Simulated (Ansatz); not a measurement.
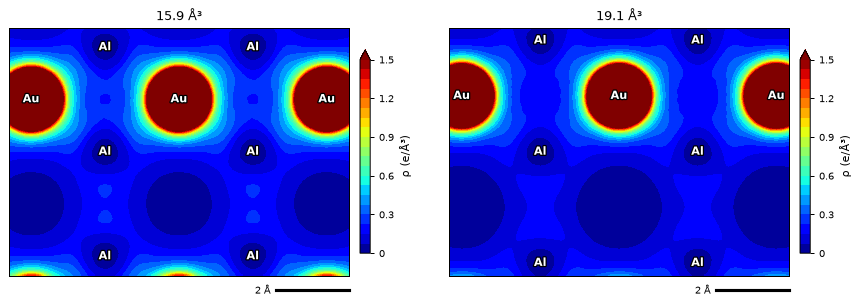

Al₂Au. The valence pseudo-density of cells scaled evenly to different volumes (given per atom above each panel), on the (011̄) plane of each (indices in the axes of the cell below), at one length scale and on one colour scale.

Computed without spin polarisation.

These are results of DFT PBEsol, scalar-relativistic, plane waves, PAW in Ansatz, not measurements.

The largest cell:

```cif
data_structure
_symmetry_space_group_name_H-M 'P 1'
_symmetry_Int_Tables_number 1
_cell_length_a 4.3280
_cell_length_b 4.3280
_cell_length_c 4.3280
_cell_angle_alpha 60.000
_cell_angle_beta 60.000
_cell_angle_gamma 60.000
_cell_volume 57.33
loop_
_atom_site_label
_atom_site_type_symbol
_atom_site_fract_x
_atom_site_fract_y
_atom_site_fract_z
_atom_site_occupancy
Al1 Al 0.25000 0.25000 0.25000 1
Al2 Al 0.75000 0.75000 0.75000 1
Au1 Au 0.00000 0.00000 0.00000 1
```

| volume (Å³/atom) | Al–Au contact in the plane (Å) | ρ at its midpoint (e/Å³) | pressure (GPa) | 
| --- | --- | --- | --- |
| 15.86 | 2.491 | 0.491 | 19.8 | 
| 18.00 | 2.598 | ? | ? | 
| 19.11 | 2.650 | 0.376 | −5.8 | 

Estimate the missing row, and compare with the calculation.

Answer. Over the known rows ln ρ falls by 1.68 per Å of Al–Au distance (the line through the two), which gives 0.410 e/Å³ at 2.598 Å; the calculation gives 0.408 e/Å³. For the pressure, a straight line in volume between the neighbouring rows gives 2.9 GPa; the calculation gives 0.2, lower because pressure rises ever faster on compression.
